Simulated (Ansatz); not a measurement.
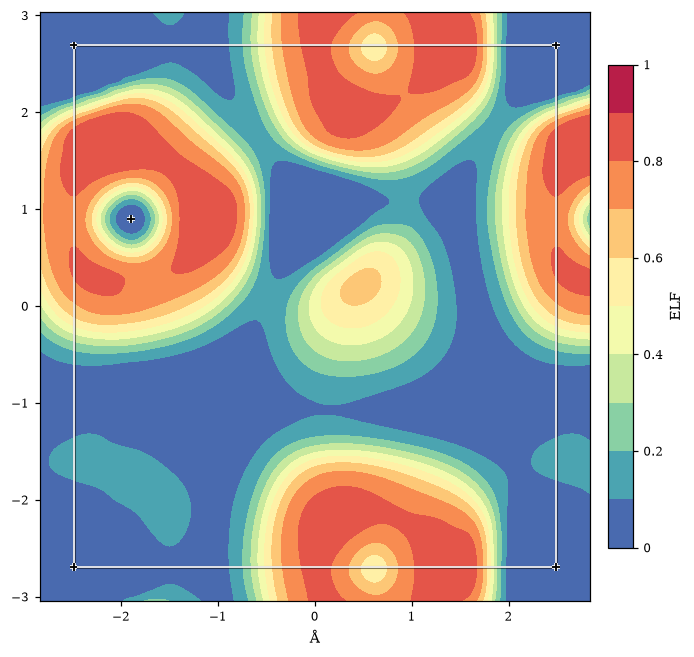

The ELF on a plane through atoms (crosses mark nuclei in the plane).

Computed with Ansatz 0.2.0, DFT r2SCAN, scalar-relativistic, plane waves, PAW.

Candidates:
A. C, a = 4.24 Å, b = 8.74 Å, c = 2.50 Å, α = 90.00°, β = 90.00°, γ = 90.00°. Space group Cmmm; a structure from a database of computed crystals, not necessarily the ambient phase.
B. AlN, a = 3.11 Å, b = 4.98 Å, c = 5.38 Å, α = 90.00°, β = 90.00°, γ = 90.00°. Space group P2₁; not relaxed (largest force 1.2 eV/Å).

> Which candidate gave the map?

Candidate B: AlN on the (100) plane of the calculation cell, which holds Al and N. Al–N (1.89 Å): the ELF peaks at about 0.90 in the valence shell of N, 0.7 Å from its nucleus, and is about 0.85 at the midpoint. Al–N (1.89 Å): the ELF peaks at about 0.90 in the valence shell of N, 0.7 Å from its nucleus, and is about 0.85 at the midpoint.
